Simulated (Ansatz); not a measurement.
**Run report: AlCu$_{3}$, single-point calculation**

AlCu$_{3}$ (4 atoms in the cell), computed with DFT PBEsol, scalar-relativistic, plane waves, PAW, no spin polarisation (Ansatz 0.2.0).

The structure derives from a Materials Project entry. It belongs to a series of runs on one base structure; here: volume × 0.98, shape and atoms relaxed. Figures and captions count atoms from 1; the log counts them from 0 in places.

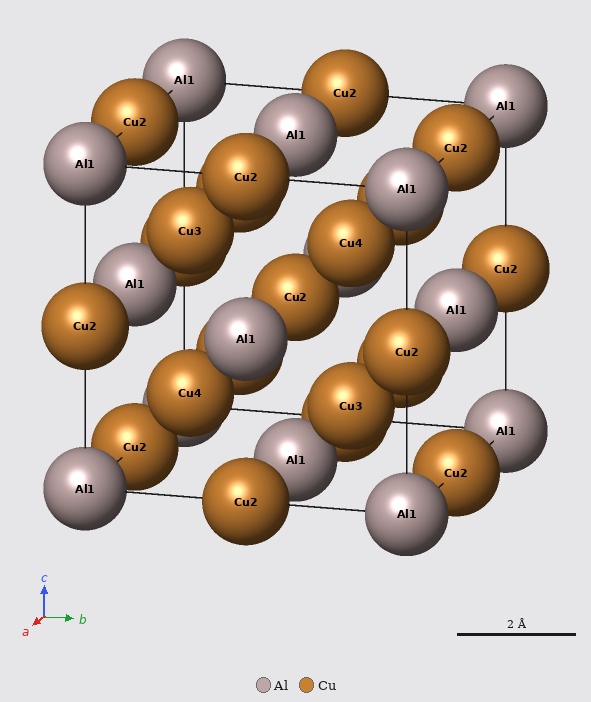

Fig. 1: The input geometry (spheres-only view of the cell 4 times as large as that of the calculation, set on its symmetry axes, seen slightly off an axis; atoms are numbered from 1 in the order of the input). An atom can appear more than once, as a periodic image.

Summary

```csv
quantity,value
outcome,converged
space group (tolerance 0.01 Å),Fm-3m (225)
electrons treated,60
free energy,−20291.6087 eV
Fermi energy,15.793 eV
gap on the k-point mesh,none (metallic)
pressure,3.20 GPa
largest force (length of the vector),under 0.001 eV/Å
hardware,"2 threads of Intel Xeon (Sapphire Rapids), 32 GiB of memory available, shared host"
wall time,2.2 s (CPU time 4.1 s)
peak memory,0.45 GiB
```

Notes

Results for this metal are sensitive to the k-point mesh.

Input file
```yaml
crystal:
  lattice:
    - [0.0, 2.8647053785, 2.8647053785]
    - [2.8647053785, 0.0, 2.8647053785]
    - [2.8647053785, 2.8647053785, 0.0]
  atoms:
    - { symbol: Al, position: [0.0, 0.0, 0.0] }
    - { symbol: Cu, position: [0.5, 0.5, 0.5] }
    - { symbol: Cu, position: [0.25, 0.25, 0.25] }
    - { symbol: Cu, position: [0.75, 0.75, 0.75] }
basis:
  ecutwfc: 420
kpoints:
  mp_grid: { grid: [12, 12, 12] }
hamiltonian:
  xc: pbesol
scf:
  occupations: { method: fermi_dirac, width: 0.15 }
output:
  forces: true
  stress: true
  eigenvalues: true
```

Launched with:
```bash
ansatz run input.yaml --threads 2 --pin off --max-ram 6144MiB --backend cpu --events-out ev --progress --plain --runs-dir out
```

What the program printed
```
Engine: ansatz 0.2.0, x86_64-unknown-linux-gnu
Pseudopotentials: kind: paw
Pseudopotential: Al, paw, valence charge 3, recommended cutoff 420 eV (normal), Al.paw.azcp
Pseudopotential: Cu, paw, valence charge 19, recommended cutoff 420 eV (normal), Cu.paw.azcp
Functional definition: PBEsol
  exchange = pbesol_x
  correlation = pbesol_c
Crystal: 4 atoms, lattice volume = 47.019 Å³
Basis set: ecut = 420 eV, 941 PW (Γ), exchange–correlation on 60×60×60 points (8 copies of the dense FFT grid, shifted against one another)
Bands: 36, of which v1, the nominal top of the filled ones, is band 30 counted from 1 (29 counted from 0)
Symmetry: 48 space group operations
Space group: Fm-3m (ITA 225), of the structure as read, at distance tolerance 3.6e-5 Å
k-points: 72 of 1728
Non-local potential: Al, projectors of the file, l = 0: 2, l = 1: 2, l = 2: 1
Non-local potential: Cu, projectors of the file, l = 0: 3, l = 1: 2, l = 2: 3, l = 3: 1
PAW form: soft (Blöchl's): semilocal exchange-correlation on the pseudo side does not see the compensation charge
PAW frozen core: Al, regenerated for the run's functional, and the local potential with it (the file was generated under x = pbe(κ = 0.804, μ = 0.2195149727645171), c = pbe(β = 0.06672455060314922))
PAW frozen core: Cu, regenerated for the run's functional, and the local potential with it (the file was generated under x = pbe(κ = 0.804, μ = 0.2195149727645171), c = pbe(β = 0.06672455060314922))
PAW one-centre angular grid: Al, 110 points (default); XC on 64 Gauss nodes
PAW one-centre angular grid: Cu, 590 points (default); XC on 64 Gauss nodes
Initial density: superposition of atomic densities (neutral atoms: chi_scale 0, normalization atom), corrected by the library's trained network
Initial wavefunctions: pseudopotential atomic-orbital guess
Functional: x = pbesol(κ = 0.804, μ = 0.12345679012345678), c = pbesol(β = 0.046)
SCF iter   1: F=—  HF=-20291.619669 eV  |F-HF|=—  |Δ(HF+E_count)|=         —  Δρ=1.37e-2  dr2=4.41e-2  ethr=1.77e-3  ⟨swp⟩=5.2  Hψ=8851  notcnv=0
preconditioner: auto → Kerker (q_TF=auto, 2.841 Å⁻¹)  [metal: Δε(μ)=0.054 eV  Ē_g=9.038 eV  σ=0.150 eV  W_gap=0.09  n_scr=14 (ndim 8)  ℏωp=32.5 eV  f_vac=0.000  D(μ)=1.02/eV (n_scr^D=8)]
SCF iter   2: F=—  HF=-20291.609439 eV  |F-HF|=—  |Δ(HF+E_count)|=   1.02e-2  Δρ=9.72e-4  dr2=4.46e-4  ethr=7.36e-5  ⟨swp⟩=2.0  Hψ=4580  notcnv=0
SCF iter   3: F=—  HF=-20291.608942 eV  |F-HF|=—  |Δ(HF+E_count)|=   4.97e-4  Δρ=1.43e-3  dr2=6.01e-4  ethr=7.43e-7  ⟨swp⟩=2.0  Hψ=4559  notcnv=0
SCF iter   4: F=—  HF=-20291.608738 eV  |F-HF|=—  |Δ(HF+E_count)|=   2.03e-4  Δρ=3.46e-4  dr2=4.91e-5  ethr=7.43e-7  ⟨swp⟩=2.2  Hψ=3431  notcnv=0
SCF iter   5: F=—  HF=-20291.608720 eV  |F-HF|=—  |Δ(HF+E_count)|=   1.83e-5  Δρ=2.29e-4  dr2=2.51e-5  ethr=8.19e-8  ⟨swp⟩=2.0  Hψ=4090  notcnv=0
SCF iter   6: F=—  HF=-20291.608714 eV  |F-HF|=—  |Δ(HF+E_count)|=   6.46e-6  Δρ=5.21e-5  dr2=1.89e-6  ethr=4.18e-8  ⟨swp⟩=2.4  Hψ=3685  notcnv=0
SCF iter   7: F=—  HF=-20291.608714 eV  |F-HF|=—  |Δ(HF+E_count)|=   1.91e-8  Δρ=1.13e-5  dr2=1.07e-7  ethr=3.15e-9  ⟨swp⟩=2.0  Hψ=3847  notcnv=0
SCF iter   8: F=-20291.608713 eV  HF=-20291.608713 eV  |F-HF|=3.13e-9  |Δ(HF+E_count)|=   3.43e-8  Δρ=3.12e-6  dr2=4.85e-9  ethr=1.67e-10  ⟨swp⟩=3.9  Hψ=7628  notcnv=0
SCF 1 converged in 8 iterations: F = -20291.608713 eV  dr2 = 4.85e-9
  greatest PAW one-centre occupation: 1.000 electrons in one spin orbital (limit 2), on the Cu atom at site 1 (counted from 0), in its partial waves of l = 0
```

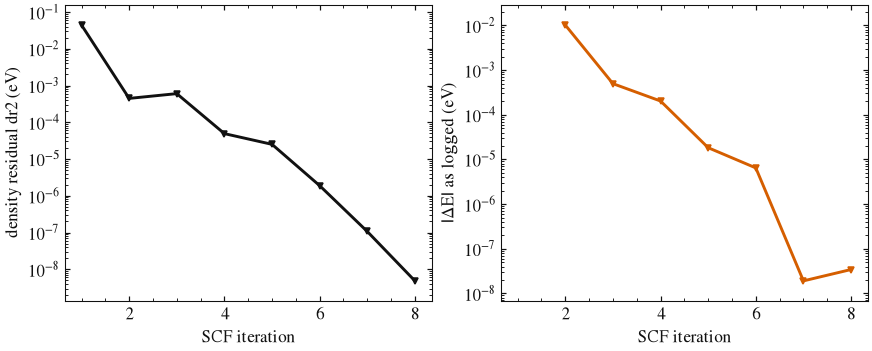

Fig. 2: Convergence of the self-consistent field: density residual dr2 and size of the energy change against the SCF iteration. The residual falls almost steadily, with no more than small rises.

```
SCF converged after 8 iterations
Free energy (F): -20291.608713 eV
Harris-Foulkes:  -20291.608713 eV  (|F-HF|=3.13e-9)
Internal energy: -20291.532723 eV  (E = F + TS)
E sigma→0 (E₀):  -20291.570718 eV
Entropy (-TS):   -0.075990 eV (-18.998 meV/atom)
Fermi energy:    15.792775 eV
--- Per-component energies (eV) ---
  E_band       = -1133.579023
  E_kinetic    = 927.683343
  E_local      = -13761.817590  (includes V_loc(G=0)·N_el)
  E_nonlocal   = 1180.968804
  E_hartree    = 6122.404360
  E_xc         = -309.712002
  E_vxc        = -379.603952  (∫ρ·V_xc dr)
  E_paw        = -5330.327442  (= ΣΔE_a)
  E_vpaw       = -1345.620038  (= ΣTr[D̂ρ^β])
  E_aug_tail   = 0.000701  (compensation charges beyond the density's cutoff)
  E_ewald      = -9121.370643
  E_core_change = 0.637746  (= ΣΔE_core)
  E_smearing   = -0.075990  (= −TS)
  E_closure    = -0.000000  (closes the sum)
  Σ components = -20291.608713   (vs F -20291.608713, Δ=0.00e0)
--- Forces (eV/Å), atoms counted from 1 ---
  atom   1  Al    -0.00000000     0.00000000    -0.00000000
  atom   2  Cu     0.00000000    -0.00000000    -0.00000000
  atom   3  Cu     0.00000000    -0.00000000     0.00000000
  atom   4  Cu    -0.00000000     0.00000000     0.00000000
  max |Σ_I F_I| component: 9.25e-18 eV/Å
--- Stress (GPa, compression-positive) ---
        3.204088      -0.000000      -0.000000
       -0.000000       3.204088       0.000000
       -0.000000       0.000000       3.204088
  P = ⅓ Tr σ = 3.2041 GPa (32.041 kbar)
--- Band table (eV; the first three rows and the last of 72) ---
  k-point 0: bands = ["-97.2072", "-97.2044", "-96.8881", "-54.7321", "-54.7321", "-54.7321", "-54.7231", "-54.7231", "-54.7231", "-54.4075", "-54.4075", "-54.4075", "4.8947", "10.9028", "10.9028", "11.0012", "11.0012", "11.0012", "11.8574", "11.8574", "11.8574", "12.9330", "12.9330", "12.9330", "13.1308", "13.1308", "13.2458", "13.2458", "19.5116", "19.5116", "19.5116", "20.0009", "20.0009", "20.0009", "21.0637", "22.4183"]
  k-point 1: bands = ["-97.2072", "-97.2044", "-96.8881", "-54.7324", "-54.7320", "-54.7320", "-54.7232", "-54.7232", "-54.7228", "-54.4076", "-54.4074", "-54.4074", "4.9930", "10.8760", "10.8760", "10.9604", "11.0719", "11.0719", "11.8489", "11.8489", "11.8607", "12.8557", "12.8742", "12.8742", "13.1637", "13.1637", "13.2382", "13.2382", "18.1544", "19.1300", "19.1300", "20.2527", "20.4378", "20.4378", "21.6272", "22.3253"]
  k-point 2: bands = ["-97.2070", "-97.2046", "-96.8882", "-54.7327", "-54.7318", "-54.7318", "-54.7237", "-54.7237", "-54.7223", "-54.4078", "-54.4073", "-54.4073", "5.2856", "10.8394", "10.8675", "10.8675", "11.2041", "11.2041", "11.8239", "11.8273", "11.8273", "12.6663", "12.7486", "12.7486", "13.1947", "13.1947", "13.2366", "13.2366", "16.5700", "18.7069", "18.7069", "20.0457", "20.6583", "20.6583", "21.8881", "22.2184"]
  k-point 71: bands = ["-97.2056", "-97.2056", "-96.8884", "-54.7390", "-54.7339", "-54.7288", "-54.7288", "-54.7185", "-54.7184", "-54.4080", "-54.4080", "-54.4055", "9.0303", "9.8473", "9.8473", "10.3645", "11.6930", "11.7321", "11.7681", "11.7681", "12.0406", "12.0406", "12.4802", "12.6200", "13.1743", "13.1743", "13.3460", "13.3560", "13.5341", "13.7511", "13.7511", "21.4088", "21.4088", "21.5087", "21.6063", "27.0389"]
```

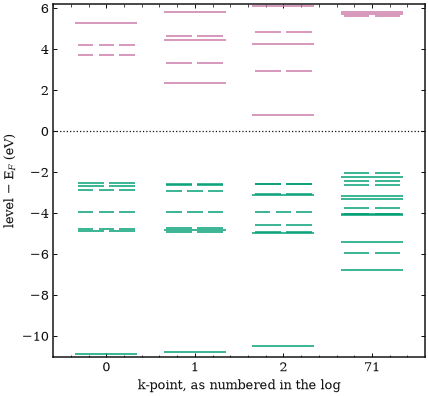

Fig. 3: Kohn–Sham levels near the Fermi level (dotted) at the few k-points that the log prints; levels within 0.02 eV of each other stand side by side. The system is metallic on the full mesh.
